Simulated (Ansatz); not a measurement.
# Si8HO16 (charge +1): geometry relaxation (part 2 of 2)

Continued. System: Si8HO16 (defect cell, 25 atoms in the cell, total charge +1). Method: DFT PBE, scalar-relativistic, plane waves, PAW, PAW set soft_1, no spin polarisation (Ansatz 0.2.0); cutoff 420 eV, 2×2×2 k-mesh, Gaussian smearing of 0.05 eV. The structure derives from an entry of the Crystallography Open Database. It belongs to a series of runs on one base structure; here: end point B relaxed.

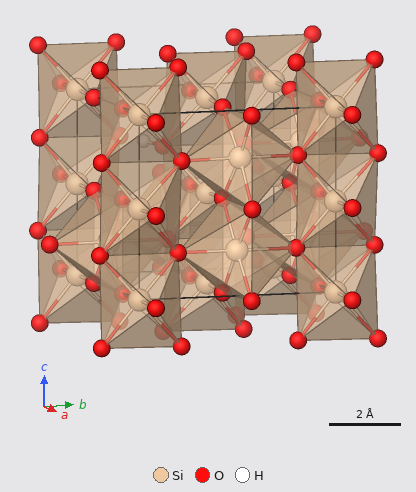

**Figure 1.** The geometry at step 8 of the log (polyhedral view of the cell of the calculation, seen slightly off an axis; polyhedra are completed across the faces of the cell).

Output, continued
```
  k-point 0: bands = ["-11.9906", "-10.2792", "-9.6886", "-9.6014", "-8.8910", "-8.7545", "-8.4563", "-8.3480", "-8.2281", "-7.9842", "-7.7937", "-7.7043", "-7.4981", "-7.2334", "-7.0253", "-6.9370", "-0.0730", "0.1878", "0.1929", "1.4599", "1.6252", "2.0262", "2.6234", "3.0394", "3.2514", "3.5726", "4.0972", "4.1133", "4.3130", "4.7263", "4.7479", "4.7680", "5.1582", "5.2242", "5.5854", "5.8949", "6.0419", "6.3525", "6.3955", "6.6893", "6.7003", "6.7529", "6.7550", "7.0312", "7.2424", "7.3820", "7.9314", "8.0147", "8.0470", "8.0791", "8.2039", "8.3062", "8.3253", "8.5712", "8.5871", "8.7989", "8.9283", "9.3451", "9.4574", "9.5221", "9.6809", "10.1877", "10.3665", "11.0470", "17.2928", "18.0145", "18.6492", "18.6772", "19.0590", "19.0880", "19.8825", "19.9574", "20.0742", "20.5730", "20.9391", "21.5241", "21.5959", "22.3592", "22.5659", "22.8550", "22.9602", "23.0293", "23.6478", "24.1153", "24.3822", "24.5514", "24.6562", "24.6920", "24.7412"]
  k-point 1: bands = ["-11.5303", "-10.7768", "-9.7605", "-9.2012", "-9.1325", "-9.0511", "-8.9906", "-7.9475", "-7.8398", "-7.7561", "-7.6766", "-7.5634", "-7.5183", "-7.4240", "-7.4100", "-7.3344", "0.1040", "0.3848", "1.6904", "1.8225", "1.8778", "1.9062", "2.4982", "4.1185", "4.1844", "4.2182", "4.4463", "4.5379", "4.6477", "4.6701", "4.7804", "4.9040", "5.1163", "5.3428", "5.4723", "5.6171", "5.7179", "5.8217", "5.9354", "6.0223", "6.0519", "6.1688", "6.2171", "6.2998", "6.4497", "6.5057", "6.6127", "6.6888", "6.8582", "6.8952", "7.6092", "8.9852", "9.2248", "9.2591", "9.3024", "9.4025", "9.4239", "9.4797", "9.5489", "9.7024", "9.7141", "9.7685", "10.1070", "10.4136", "18.9605", "19.0420", "19.5883", "19.6851", "19.7491", "19.7676", "20.0172", "21.2273", "21.4167", "21.6113", "22.1873", "22.6376", "22.6744", "22.7535", "22.7803", "22.9766", "23.0195", "23.0629", "23.5160", "24.1162", "24.1915", "24.3251", "24.4104", "24.7696", "24.8992"]
  k-point 2: bands = ["-11.5875", "-10.9910", "-9.8298", "-9.2398", "-9.0313", "-8.5667", "-8.5478", "-8.5428", "-8.2014", "-8.0252", "-7.9185", "-7.4006", "-7.2725", "-7.1472", "-7.0870", "-7.0281", "0.4739", "0.6680", "0.8633", "1.2050", "1.6665", "1.7384", "2.1806", "3.2120", "3.3177", "3.3942", "3.4458", "3.5473", "3.6300", "3.7607", "4.0492", "4.7530", "5.3422", "5.7495", "5.8953", "6.0285", "6.1995", "6.2002", "6.4946", "6.7016", "6.7893", "7.2136", "7.2850", "7.3402", "7.4251", "7.6852", "8.0246", "8.0538", "8.0770", "8.4298", "8.5451", "8.5589", "8.6577", "8.6806", "8.6869", "8.7540", "8.7808", "8.9981", "9.1006", "9.2685", "9.5901", "9.7102", "10.1962", "10.4464", "18.1812", "18.5172", "18.9819", "19.1697", "19.3068", "19.5963", "19.6887", "19.8736", "20.0876", "20.3079", "20.8404", "20.9648", "21.6934", "22.2076", "22.4302", "22.9176", "23.0458", "23.2397", "23.4167", "23.4840", "23.6455", "23.7397", "23.8224", "24.1669", "24.2782"]
  k-point 7: bands = ["-11.1415", "-9.9011", "-9.8745", "-9.5822", "-9.5791", "-9.5663", "-9.4926", "-9.4234", "-8.0606", "-7.3354", "-7.3176", "-7.1832", "-7.1416", "-7.0592", "-7.0199", "-6.9871", "1.1420", "1.9659", "2.1255", "2.3003", "2.3374", "2.4396", "2.4613", "2.5125", "2.9514", "3.0809", "3.2654", "3.3404", "3.3817", "3.5540", "3.6293", "3.6526", "4.3900", "5.2954", "5.5703", "5.7206", "5.8290", "5.8495", "5.8857", "5.9056", "6.7329", "7.2551", "7.5358", "7.5897", "7.5956", "7.6890", "7.7717", "7.8062", "7.9233", "8.1156", "8.1750", "8.2500", "8.2538", "8.4313", "8.4515", "8.5426", "9.0737", "9.5031", "9.6875", "9.7158", "9.7609", "9.8383", "9.9127", "9.9601", "20.1507", "20.2869", "20.3829", "20.6704", "20.7346", "20.7422", "20.8302", "20.9065", "21.0442", "21.7514", "21.9633", "22.0269", "22.0791", "22.1222", "22.2356", "22.2624", "22.6367", "23.1168", "23.2398", "23.2767", "23.3548", "23.5304", "23.6792", "23.6932", "23.9074"]
--- Relaxed structure (11 steps of the walk, 11 accepted, 0 SCFs on fresh bases) ---
  F+E_penalty+E_count = -14214.64638068 eV   max|allowed force component| = 9.543e-3 eV/Å
  atoms:
    - { symbol: Si, position: [0.49703173423436003, 0.5062845400041008, 0.0035245699692922866] }
    - { symbol: Si, position: [-0.003926682591969238, 0.49743135713206743, 0.24510613684597168] }
    - { symbol: O, position: [0.19263306198850055, 0.5088948178084161, -0.00461608785930222] }
    - { symbol: O, position: [0.0066795708073845855, 0.19447840915647885, 0.24508655324081216] }
    - { symbol: O, position: [0.7977087888047135, 0.4888329714599545, -0.00765824359847822] }
    - { symbol: O, position: [-0.009697510058069403, 0.8016567156268272, 0.24507929386658467] }
    - { symbol: Si, position: [0.49702308875955603, 0.5062849369364629, 0.48662766528800966] }
    - { symbol: Si, position: [-0.007848841989790079, 0.508144507454766, 0.7451020184149724] }
    - { symbol: O, position: [0.19263035295643016, 0.5089008688907032, 0.4948043095276907] }
    - { symbol: O, position: [0.020383070426839428, 0.19906686516117206, 0.7450823247641967] }
    - { symbol: O, position: [0.7977021105085265, 0.4888333162264454, 0.4978507665100023] }
    - { symbol: O, position: [-0.00843389573465958, 0.8063782274957724, 0.7450823434268459] }
    - { symbol: Si, position: [0.0012804881409629655, -0.001853444559980732, -0.0028124777007555997] }
    - { symbol: Si, position: [0.5008101985081654, 0.004750348528356874, 0.2450986343952046] }
    - { symbol: O, position: [0.6966468890351891, 0.00926404823708099, -0.007947152981469063] }
    - { symbol: O, position: [0.5073280861690685, 0.7004549170690502, 0.24508082109308896] }
    - { symbol: O, position: [0.30660853256679554, -0.010284182744246778, -0.005795415475946924] }
    - { symbol: O, position: [0.49043043554131754, 0.3066137946254524, 0.24508613878506158] }
    - { symbol: Si, position: [0.0012827192681951417, -0.0018810629098399995, 0.4929587718701805] }
    - { symbol: Si, position: [0.5063267410672991, -0.021751984391516765, 0.7451002048585839] }
    - { symbol: O, position: [0.6966485491948422, 0.009262519620286569, 0.49813486443788396] }
    - { symbol: O, position: [0.5056036290023953, 0.686624886053838, 0.7450823289084539] }
    - { symbol: O, position: [0.3066099001790827, -0.010274260143447178, 0.4959862624437964] }
    - { symbol: O, position: [0.46579074128129994, 0.297211557625624, 0.7450892911541005] }
    - { symbol: H, position: [0.2917428719335639, 0.26969642963617574, 0.7451207578152182] }
```

Trajectory as extended XYZ (Å, eV, eV/Å), 4 of the 11 frames kept, from step=1 to step=11
```
25
Lattice="-4.1246 -4.1246 0.0000 4.1246 -4.1246 0.0000 0.0000 0.0000 5.2948" Properties=species:S:1:pos:R:3:forces:R:3 step=1 energy=-14213.07898
Si    0.0000   -4.1246    0.0000    0.6495  -0.9008   1.0036
Si    2.0623   -2.0623    1.3237    0.8968   0.6721  -1.0082
O     1.2609   -2.8637    0.0000   -0.4726  -0.1266  -0.3049
O     0.8014   -0.8014    1.3237    0.1415  -0.4766   0.2932
O    -1.2609   -5.3855    0.0000    0.1147   0.5180  -0.3217
O     3.3232   -3.3232    1.3237   -0.5299   0.1344   0.3147
Si    0.0000   -4.1246    2.6474   -0.1921  -2.5000  -1.1543
Si    2.0623   -2.0623    3.9711    2.5447  -0.1748   1.1617
O     1.2609   -2.8637    2.6474   -1.6468   0.2749   0.7719
O     0.8014   -0.8014    3.9711   -0.2604  -1.6659  -0.7365
O    -1.2609   -5.3855    2.6474   -0.1686   0.1416   0.2490
O     3.3232   -3.3232    3.9711   -0.1474  -0.1513  -0.2386
Si    0.0000    0.0000    0.0000   -0.6692   0.8849   1.0048
Si   -2.0623   -2.0623    1.3237   -0.8435  -0.6103  -0.9271
O    -2.8637   -2.8637    0.0000   -0.1220  -0.5277  -0.3236
O     0.8014   -4.9260    1.3237    0.5049  -0.1090   0.3099
O    -1.2609   -1.2609    0.0000    0.4736   0.1267  -0.3021
O    -0.8014   -3.3232    1.3237   -0.1188   0.4607   0.2965
Si    0.0000    0.0000    2.6474    0.1224   2.4101  -1.1452
Si   -2.0623   -2.0623    3.9711   -2.4195   0.2246   1.0665
O    -2.8637   -2.8637    2.6474    0.1421  -0.1685   0.2499
O     0.8014   -4.9260    3.9711    0.1330   0.1708  -0.2399
O    -1.2609   -1.2609    2.6474    1.5487  -0.2355   0.7045
O    -0.8014   -3.3232    3.9711    0.3037   1.6361  -0.7328
H     0.0166   -2.0706    3.3212    0.0153  -0.0080   0.0089
25
Lattice="-4.1246 -4.1246 0.0000 4.1246 -4.1246 0.0000 0.0000 0.0000 5.2948" Properties=species:S:1:pos:R:3:forces:R:3 step=4 energy=-14213.76836
Si    0.0347   -4.1150    0.0082    0.0194   0.0503   0.0456
Si    2.0545   -2.0267    1.3147   -0.0810   0.0005   0.0033
O     1.2749   -2.8608    0.0041    0.0157   0.0058  -0.0178
O     0.7960   -0.7919    1.3183    0.0027   0.0158   0.0052
O    -1.2437   -5.3445   -0.0099   -0.0496  -0.0455  -0.0106
O     3.2849   -3.3033    1.3310    0.0693  -0.0139  -0.0180
Si   -0.0039   -4.1784    2.6241    0.0044   0.0004  -0.0546
Si    2.1211   -2.0672    3.9933    0.0629  -0.0385   0.0092
O     1.1967   -2.8220    2.6645    0.0119  -0.0259  -0.0021
O     0.7547   -0.8763    3.9544   -0.0522  -0.0855  -0.0576
O    -1.2647   -5.3741    2.6560    0.0100   0.0468   0.0054
O     3.3149   -3.3268    3.9622   -0.0147   0.0262   0.0155
Si   -0.0355   -0.0089    0.0081   -0.0109  -0.0416   0.0498
Si   -2.0556   -2.0951    1.3146    0.1081   0.0262   0.0568
O    -2.8802   -2.9037   -0.0116    0.0319   0.0395  -0.0118
O     0.8363   -4.9443    1.3304   -0.0788   0.0285  -0.0245
O    -1.2746   -1.2624    0.0025   -0.0277  -0.0164  -0.0161
O    -0.7969   -3.3325    1.3189    0.0088  -0.0189   0.0046
Si   -0.0009    0.0500    2.6239   -0.0381  -0.0687  -0.0385
Si   -2.1173   -2.0556    3.9886    0.0301   0.0569  -0.0579
O    -2.8621   -2.8767    2.6550   -0.0298  -0.0651   0.0103
O     0.8081   -4.9222    3.9618    0.0070  -0.0186   0.0262
O    -1.2063   -1.2966    2.6585   -0.1294   0.0970  -0.0516
O    -0.7533   -3.2495    3.9539    0.0276   0.0961  -0.0449
H     0.0348   -2.0798    3.3491    0.1023  -0.0512   0.1739
25
Lattice="-4.1246 -4.1246 0.0000 4.1246 -4.1246 0.0000 0.0000 0.0000 5.2948" Properties=species:S:1:pos:R:3:forces:R:3 step=8 energy=-14214.49291
Si    0.0395   -4.1125    0.0056    0.0272  -0.2707   0.2017
Si    2.0727   -2.0357    1.3020    0.2127   0.1758  -0.3396
O     1.3243   -2.9014   -0.0153    0.0361  -0.0696  -0.0297
O     0.7796   -0.8338    1.3013   -0.0458  -0.0724  -0.0129
O    -1.2761   -5.3038   -0.0532    0.0175   0.0963  -0.0025
O     3.3575   -3.2687    1.2930   -0.0019   0.1744   0.0732
Si    0.0468   -4.1223    2.5830    0.0377  -0.0629  -0.1776
Si    2.1520   -2.0925    3.9398   -0.3562   0.3175   0.2343
O     1.3417   -2.9128    2.6016   -0.2048  -0.0261   0.2183
O     0.6749   -0.9986    3.9457    0.5713   0.9545  -0.0357
O    -1.2685   -5.3027    2.6462   -0.0951   0.0070   0.0107
O     3.3694   -3.3191    3.9464   -0.0815   0.2018   0.0060
Si   -0.0197   -0.0097   -0.0023    0.1288  -0.2576  -0.4140
Si   -2.0676   -2.0876    1.2990    0.0933   0.0139   0.0779
O    -2.8414   -2.9285   -0.0523    0.1722  -0.0594   0.0609
O     0.7823   -4.9839    1.2917   -0.0655  -0.0455   0.0828
O    -1.3245   -1.2214   -0.0162   -0.0067   0.0301   0.0205
O    -0.7667   -3.2884    1.2974    0.0445   0.1152   0.0184
Si   -0.0191    0.0000    2.5989    0.0482  -0.4451   0.3938
Si   -2.1671   -2.0121    3.9494   -0.3087   0.1900  -0.1171
O    -2.8428   -2.9281    2.6504    0.2017   0.0431  -0.0671
O     0.7569   -4.9157    3.9468   -0.2086   0.1366  -0.0745
O    -1.3178   -1.2224    2.6190   -0.2289   0.0375  -0.1710
O    -0.6477   -3.0785    3.9370   -1.0078  -1.5652   0.1422
H    -0.1220   -2.1839    3.9596    1.0204   0.3809  -0.0992
25
Lattice="-4.1246 -4.1246 0.0000 4.1246 -4.1246 0.0000 0.0000 0.0000 5.2948" Properties=species:S:1:pos:R:3:forces:R:3 step=11 energy=-14214.64638
Si    0.0382   -4.1383    0.0187    0.0056  -0.0053   0.0029
Si    2.0679   -2.0355    1.2978    0.0000  -0.0095  -0.0018
O     1.3045   -2.8935   -0.0244    0.0009   0.0034   0.0000
O     0.7746   -0.8297    1.2977    0.0008   0.0015   0.0002
O    -1.2740   -5.3065   -0.0405   -0.0035   0.0017   0.0001
O     3.3465   -3.2665    1.2976    0.0058  -0.0007   0.0000
Si    0.0382   -4.1382    2.5766    0.0054  -0.0056  -0.0003
Si    2.1283   -2.0635    3.9452    0.0014  -0.0005  -0.0008
O     1.3045   -2.8935    2.6199    0.0006   0.0034  -0.0002
O     0.7370   -0.9051    3.9451   -0.0002  -0.0020   0.0001
O    -1.2740   -5.3064    2.6360   -0.0041   0.0011  -0.0005
O     3.3608   -3.2912    3.9451    0.0033  -0.0014   0.0006
Si   -0.0129    0.0024   -0.0149   -0.0047   0.0044   0.0025
Si   -2.0460   -2.0852    1.2977    0.0002   0.0011  -0.0004
O    -2.8352   -2.9116   -0.0421    0.0006  -0.0025   0.0009
O     0.7966   -4.9816    1.2977    0.0005   0.0003   0.0004
O    -1.3071   -1.2222   -0.0307   -0.0004  -0.0001   0.0014
O    -0.7582   -3.2875    1.2977    0.0000   0.0015  -0.0002
Si   -0.0130    0.0025    2.6101   -0.0026   0.0023   0.0002
Si   -2.1781   -1.9987    3.9452   -0.0022   0.0051  -0.0012
O    -2.8352   -2.9116    2.6375    0.0008  -0.0022  -0.0014
O     0.7466   -4.9175    3.9451   -0.0012  -0.0002   0.0002
O    -1.3070   -1.2223    2.6261   -0.0012   0.0006  -0.0024
O    -0.6953   -3.1471    3.9451   -0.0050  -0.0002   0.0003
H    -0.0909   -2.3157    3.9453   -0.0008   0.0043  -0.0007
```

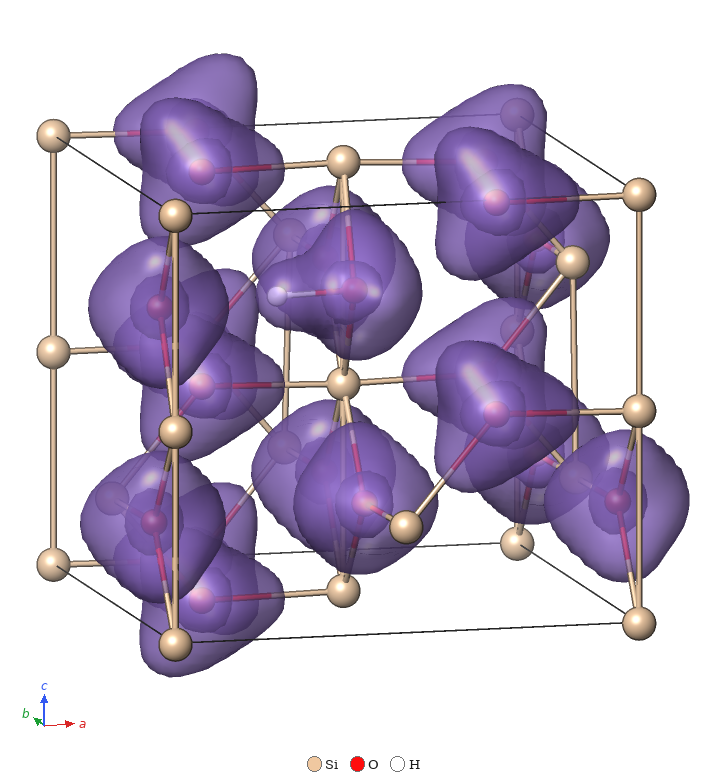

**Figure 2.** Isosurface of the ELF at 0.7 (purple), seen slightly off an axis. Only the valence region is drawn (cores and ρ < 0.01 e/Å³ removed). Sticks mark near contacts. The outline is the calculation cell. Si–O (1.70 Å): the ELF peaks at about 0.85 between the atoms (a polar covalent bond). The fields are those of the smooth PAW valence density.

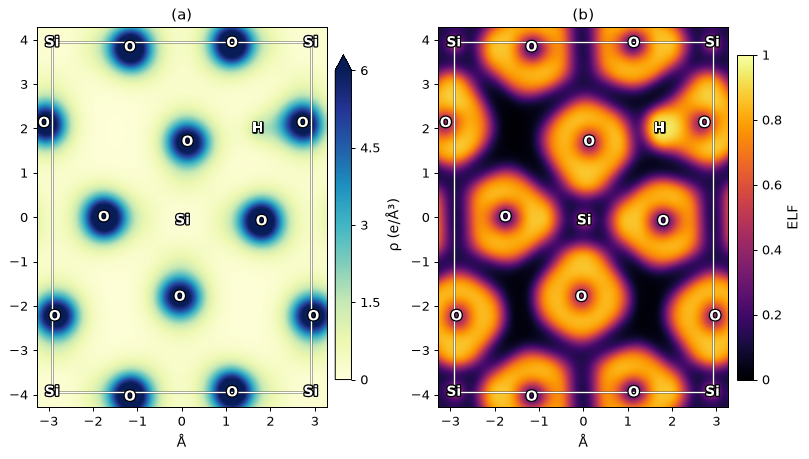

**Figure 3.** (a) valence pseudo-density; (b) electron localisation function on the (011̄) plane of the calculation cell. Atoms in the plane: Si, O and H. Si–O (1.71 Å): ρ is about 1.1 e/Å³ halfway; the ELF peaks at about 0.85 between the atoms, which marks a shared but strongly polarised pair. Si–O (1.76 Å): the density is about 0.94 e/Å³ at the midpoint; the ELF peaks at about 0.85 between the atoms, which marks a shared but strongly polarised pair. Away from the nuclei the density in this plane falls to 0.04 e/Å³ at its lowest.

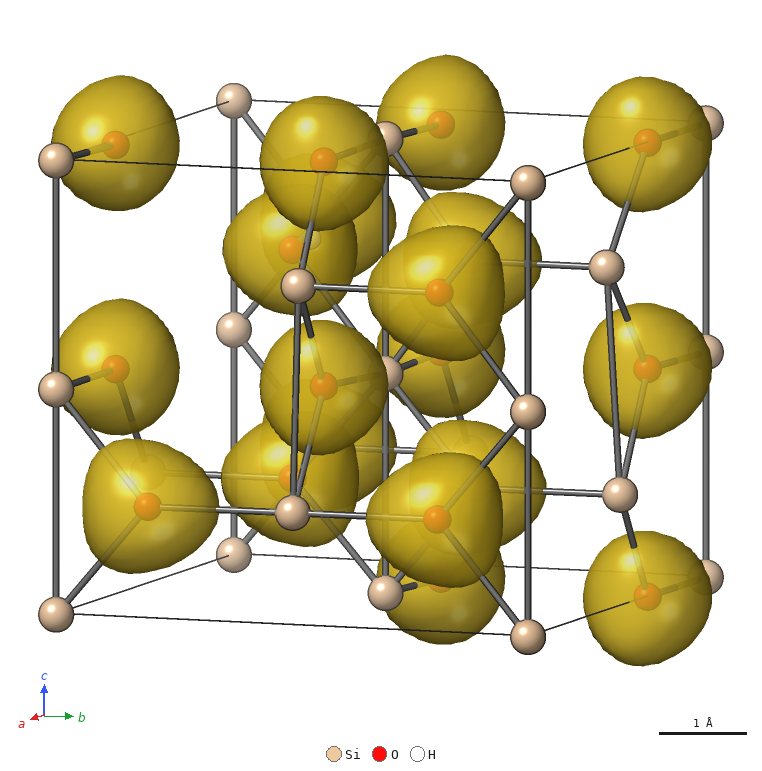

**Figure 4.** Isosurface of the valence electron density at 1 e/Å³ (yellow), seen slightly off an axis. Sticks mark near contacts. The outline is the calculation cell. At this value the density breaks into separate islands; it holds about 60 % of the electrons treated as valence. It is pinched off along the Si–O (1.70 Å), Si–Si (2.56 Å) and Si–O (1.74 Å) contacts. On the grid the lowest density along these lines, outside the cores, is 2 e/Å³ (O–H, 1.03 Å), 0.78 e/Å³ (Si–O, 1.70 Å), 0.41 e/Å³ (Si–Si, 2.56 Å) and 0.74 e/Å³ (Si–O, 1.74 Å).

Results in brief

| quantity | value |
| --- | --- |
| outcome | converged |
| electrons treated | 128 |
| free energy | −14214.6464 eV |
| Fermi energy | 14.170 eV |
| gap on the k-point mesh | 6.25 eV |
| final volume | 180.15 Å³ |
| largest force (length of the vector) at the end | 0.010 eV/Å |
| wall time | 85 s |
| peak memory | 0.44 GiB |

Remarks

The cell is charged and computed with a neutralising background, so its energy and pressure depend on the cell and aren't those of a real crystal.
